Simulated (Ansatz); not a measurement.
MgS (space group Fm-3m, No. 225): the end point of a relaxation with Ansatz 0.2.0, DFT, PBE, PAW with Ansatz's default frozen-core files, scalar-relativistic; the starting structure was generated, so it need not be a known form of this composition.

Space group Fm-3m (No. 225). a = 5.229 Å, b = 5.229 Å, c = 5.229 Å, α = 90.00°, β = 90.00°, γ = 90.00°
```
atom  site  symmetry       x       y       z
  Mg    4a      m-3m  0.0000  0.0000  0.0000
   S    4b      m-3m  0.5000  0.0000  0.0000
```

Bonds are taken as Mg–S below 2.9 Å; no other contact counts. Simplification: prune 0- and 1-connected atoms, fold 2-connected ones into links.

What net does this leave?

The result is a uninodal 6-connected, three-periodic net: Mg and S are 6-connected nodes. It is the pcu net, known from NaCl, ReO3 and the B-X framework of perovskite. It is a single net, without interpenetration.

```json
{"node": "Mg and S", "links": "6", "point symbol": "4^12.6^3", "coordination sequence": "6 18 38 66 102 146 198 258 326 402"}
```

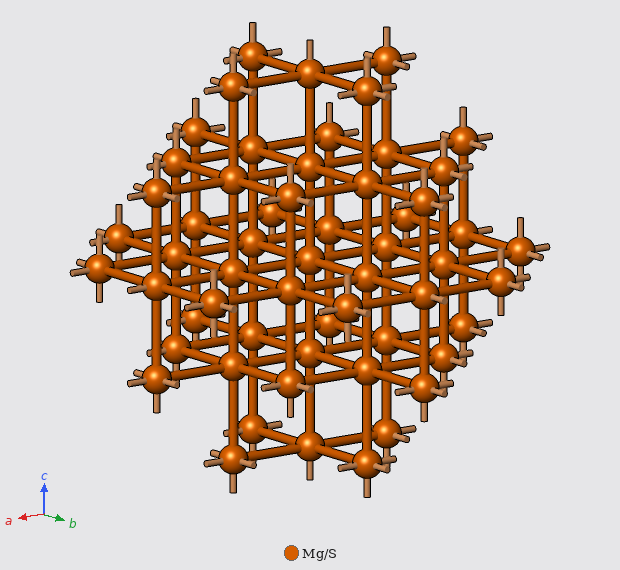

Nodes are coloured by topological kind. Short stubs are edges that leave the cut-out.
